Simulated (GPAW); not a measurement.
**Dielectric function and optical constants of CdS (Greenockite)**

Aim: the dielectric function of CdS (Greenockite), and the optical constants that follow from it. The cell comes from an older database entry, whose edges can differ from later determinations, mostly by under a per cent.

Main program and level: GPAW 26.7.0; DFT, PBE, plane-wave PAW (GPAW data sets), scalar-relativistic, RPA, optical limit.

The database entry behind the starting cell differs from later determinations by our own check (about 0.35 % long), so it need not match the best structure at ambient conditions.

**1. The starting structure**

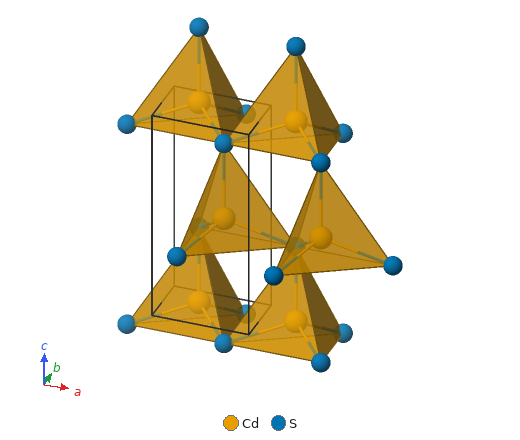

The cell as given, slightly off an axis (cadmium orange, sulfur blue). 2×1×1 cells are drawn. Some periodic images of atoms are drawn too.

**2. Ground state**

First the ground state: is it a metal or has it a gap?

This step: DFT, PBE, plane-wave PAW (GPAW data sets), scalar-relativistic, ground state (GPAW 26.7.0).

Contents of gs.py:

```python
from ase import Atoms
from ase.dft.bandgap import bandgap
from gpaw import GPAW, PW, FermiDirac

atoms = Atoms(['Cd', 'Cd', 'S', 'S'],
              cell=[[4.150000000000, 0.000000000000, 0.000000000000],
                    [-2.075000000000, 3.594005425700, 0.000000000000],
                    [0.000000000000, 0.000000000000, 6.737000000000]],
              scaled_positions=[[0.666666666700, 0.333333333300, 0.500000000000],
                                [0.333333333300, 0.666666666700, 0.000000000000],
                                [0.666666666700, 0.333333333300, 0.875000000000],
                                [0.333333333300, 0.666666666700, 0.375000000000]],
              pbc=[True, True, True])
atoms.calc = GPAW(mode=PW(500), xc='PBE', kpts={'size': (6, 6, 4), 'gamma': True},
                  occupations=FermiDirac(0.05), maxiter=150, txt='gs.txt')
print('energy (eV)', atoms.get_potential_energy())
print('Fermi level (eV)', atoms.calc.get_fermi_level())
print('valence electrons', atoms.calc.get_number_of_electrons())
print('gap (eV)', bandgap(atoms.calc, output=None)[0])
print('direct gap (eV)', bandgap(atoms.calc, direct=True, output=None)[0])
atoms.calc.write('gs.gpw')
```

Run with:

```console
$ OMP_NUM_THREADS=1 python gs.py
```

Numbers of over 12 decimals in the logs are rounded to 6 here.

Output:

```text
__  _  _
 | _ |_)|_||  |
 |__||  | ||/\| - 26.7.0

Versions:
  Python: 3.12.14
  ASE:    3.29.0
  Numpy:  2.5.5
  Scipy:  1.18.1
  Libxc:  7.0.0

Input parameters:
  mode=PW(ecut=500.0),
  kpts=MonkhorstPack(size=(6, 6, 4), gamma=True),
  maxiter=150,
  occupations=Occupations(name='fermi-dirac', width=0.05, fixmagmom=False),
  xc=XC(name='PBE')

Diagonalizing LCAO Hamiltonian
Converting LCAO to pw mode

            S

            Cd
        S

        Cd

Atoms  # Å, Bohr magnetons
|   | symbol |         x |        y |        z |    initial magnetic moments |
| 0 |     Cd |  2.075000 | 1.198002 | 3.368500 | ( 0.0000,  0.0000,  0.0000) |
| 1 |     Cd | -0.000000 | 2.396004 | 0.000000 | ( 0.0000,  0.0000,  0.0000) |
| 2 |      S |  2.075000 | 1.198002 | 5.894875 | ( 0.0000,  0.0000,  0.0000) |
| 3 |      S | -0.000000 | 2.396004 | 2.526375 | ( 0.0000,  0.0000,  0.0000) |

Unit cell  # Å
| periodic |         x |        y |        z |  lengths |     angles |
|      yes |  4.150000 | 0.000000 | 0.000000 | 4.150000 |  90.000000 |
|      yes | -2.075000 | 3.594005 | 0.000000 | 4.150000 |  90.000000 |
|      yes |  0.000000 | 0.000000 | 6.737000 | 6.737000 | 120.000000 |

Number of symmetries: 6
Symmetry operations  # r_c * U_cc + t_c -> r_c
|   | kind |            matrix            |
| 0 |  σ   |  1, 1, 0,  0,-1, 0,  0, 0, 1 |
| 1 |  E   |  1, 0, 0,  0, 1, 0,  0, 0, 1 |
| 2 |  C3  |  0, 1, 0, -1,-1, 0,  0, 0, 1 |
| 3 |  σ   |  0,-1, 0, -1, 0, 0,  0, 0, 1 |
| 4 |  σ   | -1, 0, 0,  1, 1, 0,  0, 0, 1 |
| 5 |  C3  | -1,-1, 0,  1, 0, 0,  0, 0, 1 |

BZ-sampling:
  Number of BZ points: 144
  Number of IBZ points: 24

  Monkhorst-Pack size: [6, 6, 4]
  Monkhorst-Pack shift: [0.083333, 0.083333, 0.125]

K-points  # in reciprocal-cell coordinates
|     |                                coordinates |     weight |
|   0 | (  0.00000000,   0.00000000,   0.00000000) | 0.00694444 |
|   1 | (  0.00000000,   0.00000000,   0.25000000) | 0.01388889 |
|   2 | (  0.00000000,   0.00000000,   0.50000000) | 0.00694444 |
|   3 | (  0.16666667,   0.00000000,  -0.25000000) | 0.04166667 |
|   4 | (  0.16666667,   0.00000000,   0.00000000) | 0.04166667 |
|   5 | (  0.16666667,   0.00000000,   0.25000000) | 0.04166667 |
|   6 | (  0.16666667,   0.00000000,   0.50000000) | 0.04166667 |
|   7 | (  0.33333333,  -0.16666667,   0.00000000) | 0.04166667 |
|   8 | (  0.33333333,  -0.16666667,   0.25000000) | 0.08333333 |
|   9 | (  0.33333333,  -0.16666667,   0.50000000) | 0.04166667 |
| ... |                                            |            |
|  23 | (  0.50000000,   0.50000000,   0.50000000) | 0.02083333 |

Plane wave coefficients: 2566
Cutoff: 500.0 eV

Spin-components: 1 (collinear spins)
Bands:           26
Projectors:      22
Spin-degeneracy: 2
Datatype:        complex128

Parallelization:
  kpt:    1
  domain: 1
  band:   1

Density:
  Valence electrons: 36.0
  Components: 1
  Grid points: [24 24 35]
  Charge: 0.0  # |e|

Potential:
  Grid points: [24 24 35]

species:
  Cd:
    name:    Cadmium
    id:
    Z:       48.0
    valence: 12
    core:    36
    charge:  0.0  # [|e|]
    compensation charges:
      type: gauss
      rc: 0.38  # [Å]
      lmax: 2
    cutoffs:
      filter: 2.12  # [Å]
      core: 2.62  # [Å]
    projectors
    | kind |    occ | energy [eV] | rcut [Å] |
    |   5s |  2.000 |      -5.655 |    1.191 |
    |   5p |  0.000 |      -1.186 |    1.228 |
    |   4d | 10.000 |     -11.739 |    1.164 |
    |    s |        |      21.556 |    1.191 |
    |    p |        |      26.026 |    1.228 |
    |    d |        |      15.473 |    1.164 |

    Using partial waves for Cd as LCAO basis

  S:
    name:    Sulfur
    id:
    Z:       16.0
    valence: 6
    core:    10
    charge:  0.0  # [|e|]
    compensation charges:
      type: gauss
      rc: 0.24  # [Å]
      lmax: 2
    cutoffs:
      filter: 1.77  # [Å]
      core: 1.66  # [Å]
    projectors
    | kind |    occ | energy [eV] | rcut [Å] |
    |   3s |  2.000 |     -17.254 |    0.974 |
    |   3p |  4.000 |      -7.008 |    0.979 |
    |    s |        |       9.957 |    0.974 |
    |    p |        |      20.203 |    0.979 |
    |    d |        |       0.000 |    0.900 |

    Using partial waves for S as LCAO basis

Reference energy: -326061.476468  # eV

eigensolver:
  PPCG
  Converge bands: occupied
  niter=2

density mixing:
  MSR1-Mixer
  Pratt-step length: 0.05
  Maximum mixing coefficient: 0.75
  Old densities: 10
  SVD Regularization: 0.005
  Good broyden scale: 1.0
  Trust region scale: 1.0
  Backstep threshold: 4.0
  History deletion threshold: 6.0
  Fourier metric: weight=20.0, sigma=0.015

occupation numbers:
  Fermi-Dirac:
    width: 0.0500  # eV

poisson solver:
  ecut: 4000.0  # eV

xc functional:
  name: PBE with 2 nearest neighbor stencil

convergence criteria:
- Maximum [total energy] change in last 3 cyles: 0.0005 eV / valence electron
- Maximum integral of absolute [dens]ity change: 0.0001 electrons / valence electron
- Maximum integral of absolute [eigenst]ate change: 4e-08 eV^2 / valence electron
maximum number of iterations: 150

SCF iterations
|iter     |      energy | eigst |  dens |
|iter:   1||  -13.672568 | -0.44 |       |
|iter:   2||  -13.450080 | -2.02 | -1.12 |
|iter:   3||  -12.663438 | -1.21 | -1.16 |
|iter:   4||  -12.655834 | -2.96 | -1.70 |
|iter:   5||  -12.654746c| -3.46 | -2.14 |
|iter:   6||  -12.654894c| -4.75 | -2.73 |
|iter:   7||  -12.654909c| -6.13 | -3.45 |
|iter:   8||  -12.654909c| -7.39 | -4.27c|
|iter:   9||  -12.654909c| -7.95c| -5.08c|

Converged in 9 steps
SCF loop duration: 20.316 s (2.257 s/step)
Energy contributions relative to reference atoms: (reference = -326061.476468)

Energy contributions:
  Kinetic:          37.058153
  Coulomb:         -33.525524
  Zero:              0.247856
  External:          0.000000
  Xc:              -16.435394
  Entropy:          -0.000000
  Spinorbit:         0.000000
  ----------------------------
  Free energy:     -12.654909
  Extrapolated:    -12.654909

dipole moment: (-0.000014, -0.000014, -18.973195)  # |e|*Ang

Fermi level: 4.081
Eigenvalues  # (at kpt = [0.000, 0.000, 0.000])
| band index |      eig [eV] | occ [0-2] |
|          0 |        -8.848 |     2.000 |
|        ... |               |           |
|         10 |        -3.654 |     2.000 |
|         11 |        -3.319 |     2.000 |
|         12 |        -0.882 |     2.000 |
|         13 |         2.699 |     2.000 |
|         14 |         2.699 |     2.000 |
|         15 |         3.420 |     2.000 |
|         16 |         3.464 |     2.000 |
|         17 |         3.464 |     2.000 |
|         18 |         4.642 |     0.000 |
|         19 |         6.238 |     0.000 |
|         20 |         9.889 |     0.000 |
|         21 |         9.889 |     0.000 |
|         22 |        10.216 |     0.000 |
|         23 |        10.994 |     0.000 |
|         24 |        10.994 |     0.000 |
|         25 |        11.130 |     0.000 |

Gap: 1.178 eV
Transition (v -> c):
  (s=0, k=0, n=17, [0.00, 0.00, 0.00]) -> (s=0, k=0, n=18, [0.00, 0.00, 0.00])
No difference between direct/indirect transitions

--- standard output ---
energy (eV) -12.654909
Fermi level (eV) 4.080543
valence electrons 36.0
gap (eV) 1.178088
direct gap (eV) 1.178088
```

Wall time 23 s (1 thread of Intel Xeon Platinum 8488C (Sapphire Rapids), shared host); peak memory 0.19 GiB.

Numbers from this step:

```
energy                 : -12.65 eV
Fermi energy           : 4.081 eV
gap on the k-mesh      : 1.178 eV
direct gap on the mesh : 1.178 eV
electrons              : 36
```

There is a gap, 1.18 eV on this mesh (points off the mesh can give less), so no carriers' term is needed.

**3. Bands for the response**

At the fixed density, many empty bands are solved on the mesh of the response, since the spectrum sums over them.

This step: DFT, PBE, plane-wave PAW (GPAW data sets), scalar-relativistic, bands at fixed density (GPAW 26.7.0).

Contents of nscf.py:

```python
from ase.dft.bandgap import bandgap
from gpaw import GPAW, FermiDirac

calc = GPAW('gs.gpw').fixed_density(kpts={'size': (9, 9, 5), 'gamma': True}, nbands=70, convergence={'bands': 64},
                                    occupations=FermiDirac(0.001), txt='nscf.txt')
print('gap (eV)', bandgap(calc, output=None)[0])
print('direct gap (eV)', bandgap(calc, direct=True, output=None)[0])
print('top band over the Fermi level (eV)', min(calc.get_eigenvalues(kpt=k)[63] for k in range(len(calc.get_ibz_k_points()))) - calc.get_fermi_level())
calc.write('full.gpw', mode='all')
```

Run with:

```console
$ OMP_NUM_THREADS=1 python nscf.py
```

Output:

```text
Diagonalizing LCAO Hamiltonian
Converting LCAO to pw mode
convergence criteria:
- Maximum integral of absolute [eigenst]ate change: 4e-08 eV^2 / valence electron
maximum number of iterations: 150

SCF iterations
|iter     |      energy | eigst |  dens |
|iter:   1||             | +3.55 |       |
|iter:   2||             | +2.30 |       |
|iter:   3||             | +1.19 |       |
|iter:   4||             | +0.17 |       |
|iter:   5||             | -0.59 |       |
|iter:   6||             | -1.16 |       |
|iter:   7||             | -1.69 |       |
|iter:   8||             | -2.22 |       |
|iter:   9||             | -2.79 |       |
|iter:  10||             | -3.36 |       |
|iter:  11||             | -3.93 |       |
|iter:  12||             | -4.51 |       |
|iter:  13||             | -5.09 |       |
|iter:  14||             | -5.71 |       |
|iter:  15||             | -6.31 |       |
|iter:  16||             | -6.88 |       |
|iter:  17||             | -7.28 |       |
|iter:  18||             | -7.55c|       |
SCF steps: 18
  __  _  _
 | _ |_)|_||  |
 |__||  | ||/\| - 26.7.0

Versions:
  Python: 3.12.14
  ASE:    3.29.0
  Numpy:  2.5.5
  Scipy:  1.18.1
  Libxc:  7.0.0

Input parameters:
  mode=PW(ecut=500.0),
  convergence={'bands': 64},
  gpts=array([24, 24, 35]),
  kpts=MonkhorstPack(size=(9, 9, 5), gamma=True),
  maxiter=150,
  nbands=70,
  occupations=Occupations(name='fermi-dirac', width=0.001, fixmagmom=False),
  parallel={},
  xc=XC(name='PBE')

--- standard output ---
gap (eV) 1.178088
direct gap (eV) 1.178088
top band over the Fermi level (eV) 27.825148
```

It took 3.7 min on 1 thread; peak memory 0.33 GiB.

**4. Dielectric function, RPA**

Transitions between filled and empty bands, summed over the zone, give the optical response, so mesh, band count and broadening shape it.

The induced potential is part of this response.

This step: DFT, PBE, plane-wave PAW (GPAW data sets), scalar-relativistic, RPA, optical limit (GPAW 26.7.0).

Contents of df.py:

```python
from gpaw.response.df import DielectricFunction

df = DielectricFunction('full.gpw', frequencies={'type': 'nonlinear', 'domega0': 0.03, 'omega2': 8},
                        ecut=50,
                        eta=0.15,
                        nbands=64,
                        txt='df.txt')
for direction in ['x', 'z']:
    df.get_dielectric_function(xc='RPA', direction=direction, filename=f'df_{direction}.csv')
```

Run with:

```console
$ OMP_NUM_THREADS=1 python df.py
```

Output:

```text
Using integrator: PointIntegrator
NonLinearFrequencyDescriptor(from 0.000 to 44.193 eV, 449 points)
Nonperiodic BCs:  [False False False]
Using integrator: PointIntegrator
NonLinearFrequencyDescriptor(from 0.000 to 44.193 eV, 449 points)
Nonperiodic BCs:  [False False False]

Calculating chi0 body with:
    Ground state adapter containing:
    Number of spins: 1
    Number of kpoints: 405
    Number of irreducible kpoints: 50
    Number of completely occupied states: 18
    Number of partially occupied states: 18

    Linear response parametrization:
    q_c: [0.0, 0.0, 0.0]
    Number of frequency points: 449
    Planewave cutoff: 50.0
    Number of bands: 64
    Number of planewaves: 97
    Broadening (eta): 0.15

Integrating chi0 body.

Symmetries of q_c:
    Direct symmetries (Uq -> q): 6
    Indirect symmetries (TUq -> q): 6
In total 12 allowed symmetries.

50 groups of equivalent kpoints. 87.654321% reduction.

Integral kind: spectral function

Calculating chi0 optical extensions with:
    Ground state adapter containing:
    Number of spins: 1
    Number of kpoints: 405
    Number of irreducible kpoints: 50
    Number of completely occupied states: 18
    Number of partially occupied states: 18

    Linear response parametrization:
    Number of frequency points: 449
    Planewave cutoff: 50.0
    Number of bands: 64
    Number of planewaves: 97
    Broadening (eta): 0.15
Integrating chi0 head and wings.

Symmetries of q_c:
    Direct symmetries (Uq -> q): 6
    Indirect symmetries (TUq -> q): 6
In total 12 allowed symmetries.

50 groups of equivalent kpoints. 87.654321% reduction.

Integral kind: spectral function wings
```

Wall time 32 s (1 thread); peak memory 0.45 GiB.

Read-outs, printed or worked out from the files:

```
electronic dielectric constant ε∞, mean over x, y and z (by symmetry where fewer were run) : 5.801
```

The Im ε has structure finer than the step of the table below, so its rows give means over 1 eV, whole bins alone (the curve runs from 0 to 14.0 eV). Peaks (eV: height): E ∥ x 1.9: 2.19, 3.4: 3.52, 4.2: 5.95, 5.1: 5.86, 5.7: 5.28, 6.5: 5.36, 7.9: 5.26; E ∥ z 2.0: 2.78, 3.3: 3.15, 4.7: 8.50, 6.9: 5.68, 8.0: 5.88.

Sum at mesh points, not converged in k; values under the direct gap are tails of Lorentzian lines. Table of Im ε by photon energy; means over each step:

```
photon energy (eV)  E ∥ x  E ∥ z
                 1  0.618  0.629
                 2   1.42   1.44
                 3   2.30   2.34
                 4   4.25   3.95
                 5   5.18   6.44
                 6   4.79   4.24
                 7   4.73   4.82
                 8   4.60   4.76
                 9   2.87   2.79
                10   2.00   2.03
                11   1.55   1.56
                12   1.22   1.06
                13  0.951  0.968
```

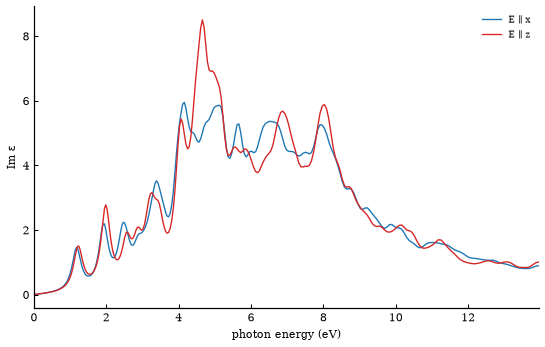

Im ε, plotted against photon energy.

The reflectivity at normal incidence has structure finer than the step of the table below, so its rows give means over 1 eV, whole bins alone (the curve runs from 0 to 14.0 eV). Peaks (eV: height): E ∥ x 4.1: 27.4, 5.2: 26.9, 5.7: 25.3, 6.8: 27.5, 8.5: 34.8, 10.2: 30.0, 11.6: 24.3; E ∥ z 1.9: 21.6, 3.2: 22.0, 4.7: 33.2, 7.0: 29.1, 8.2: 37.4, 10.6: 30.5, 11.6: 28.5.

Sum at mesh points, not converged in k. Reflectivity at normal incidence against photon energy; means over each step:

```
photon energy (eV)  E ∥ x (%)  E ∥ z (%)
                 1       17.9       18.4
                 2       18.8       18.9
                 3       20.1       20.2
                 4       23.8       24.5
                 5       24.5       29.1
                 6       23.3       21.6
                 7       25.6       25.9
                 8       30.1       30.7
                 9       31.7       33.7
                10       28.3       26.9
                11       22.9       25.6
                12       22.6       22.8
                13       18.4       15.9
```

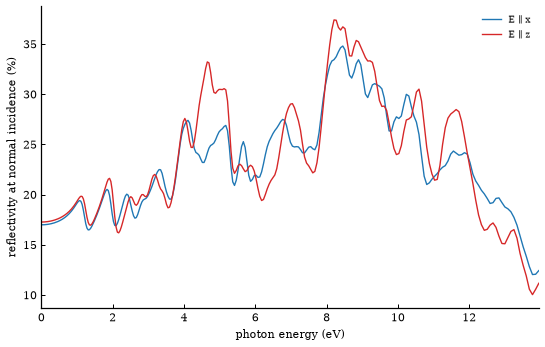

Reflectivity at normal incidence against photon energy.

The loss function −Im 1/ε at q → 0 has structure finer than the step of the table below, so its rows give means over 1 eV, whole bins alone (the curve runs from 0 to 14.0 eV). Peaks (eV: height): E ∥ x 13.5: 1.22; E ∥ z 13.4: 1.16.

Sum at mesh points, not converged in k; values under the direct gap are tails of Lorentzian lines. The loss function −Im 1/ε at q → 0 by energy loss; means over each step:

```
energy loss (eV)   E ∥ x   E ∥ z
               1  0.0170  0.0164
               2  0.0359  0.0368
               3  0.0522  0.0531
               4  0.0784  0.0590
               5   0.132   0.139
               6   0.162   0.188
               7   0.201   0.192
               8   0.211   0.199
               9   0.324   0.323
              10   0.463   0.464
              11   0.625   0.598
              12   0.799   0.899
              13    1.06    1.03
```

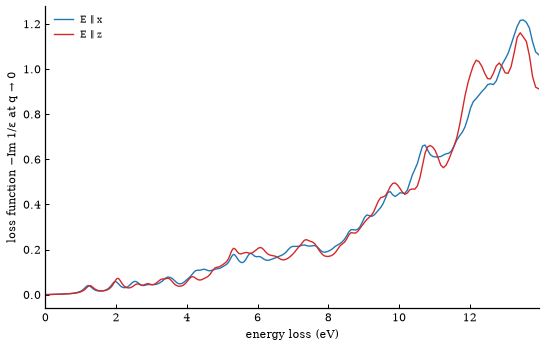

Loss function −Im 1/ε at q → 0 against energy loss.

The Im ε, E ∥ x has structure finer than the step of the table below, so its rows give means over 1 eV, whole bins alone (the curve runs from 0 to 14.0 eV). Peaks (eV: height): without local fields 1.9: 2.20, 3.4: 3.72, 4.1: 6.51, 5.1: 6.74, 5.6: 6.51, 6.5: 8.11; with local fields 1.9: 2.19, 3.4: 3.52, 4.2: 5.95, 5.1: 5.86, 5.7: 5.28, 6.5: 5.36, 7.9: 5.26.

Sum at mesh points, not converged in k; values under the direct gap are tails of Lorentzian lines. The Im ε, E ∥ x by photon energy; means over each step:

```
photon energy (eV)  without local fields  with local fields
                 1                 0.618              0.618
                 2                  1.44               1.42
                 3                  2.42               2.30
                 4                  4.67               4.25
                 5                  5.93               5.18
                 6                  6.54               4.79
                 7                  7.09               4.73
                 8                  5.67               4.60
                 9                  2.92               2.87
                10                  2.00               2.00
                11                  1.64               1.55
                12                  1.10               1.22
                13                 0.947              0.951
```

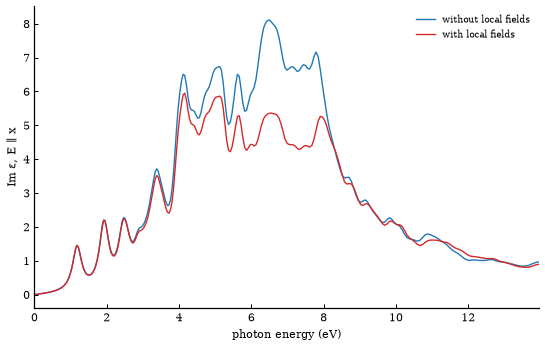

Im ε, E ∥ x, plotted against photon energy.

From ε follow the optical constants at some laser and lamp lines:

```
wavelength (nm)   n x    k x  R (%) x   1/α x   n z    k z  R (%) z   1/α z
           1550  2.48  0.050     18.2  2.5 µm  2.50  0.045     18.4  2.7 µm
           1064  2.48  0.288     18.7  293 nm  2.56  0.260     19.7  326 nm
            532  2.55  0.301     19.6  140 nm  2.44  0.224     17.9  189 nm
            450  2.47  0.315     18.6  114 nm  2.53  0.354     19.6  101 nm
            365  2.55  0.688     21.9   42 nm  2.47  0.596     20.3   49 nm
            308  2.80  0.950     27.0   26 nm  2.90  0.901     27.6   27 nm
            248  2.30  1.261     26.3   16 nm  2.19  1.557     30.5   13 nm
```

Below the direct gap, k and the depth come from the tails of the Lorentzian lines, not from transitions.

Rows near the edge hang on the gap, which this functional as a rule makes too small, and phonon-assisted absorption is left out.

**5. What came out**

| Property | Result |
| --- | --- |
| electronic dielectric constant ε∞, mean over x, y and z (by symmetry where fewer were run) (RPA) | 5.80 |

At this level (PBE, RPA) CdS has a mean ε∞ = 5.80 and n = 2.49 at 1550 nm (E ∥ x). On the mesh the gap is 1.18 eV and the least direct gap 1.18 eV. Local fields change the static value along x from 6.41 to 5.77 (-10 %). The static values by axis are 5.77 (x), 5.86 (z). Excitons and phonon-assisted transitions are missing; PBE gaps are as a rule too small, which pulls the onset down and ε∞ up. In this version of GPAW the matrix elements of the optical limit are incomplete, which can lower ε − 1 by up to a tenth where first-row anions or d states rule, and shift it by more in d metals. The sum runs over mesh points 0.19 Å⁻¹ apart with no interpolation, so peaks are partly noise of the mesh; over so small a direct gap single mesh points weigh heavily, so ε∞, n and their changes from run to run can be far off.

[Machine, clock and banner lines and Python warnings are left out of the logs.]

[Logs are printed without paths, hosts, clocks, repeated set-up lines and the standing remarks that a program may print on its own settings, such as how far it seeks lower states.]

[Hosts, paths, dates, database ids (printed as entryN), source tags and the programs' standing remarks are cut or masked in the printed files.]
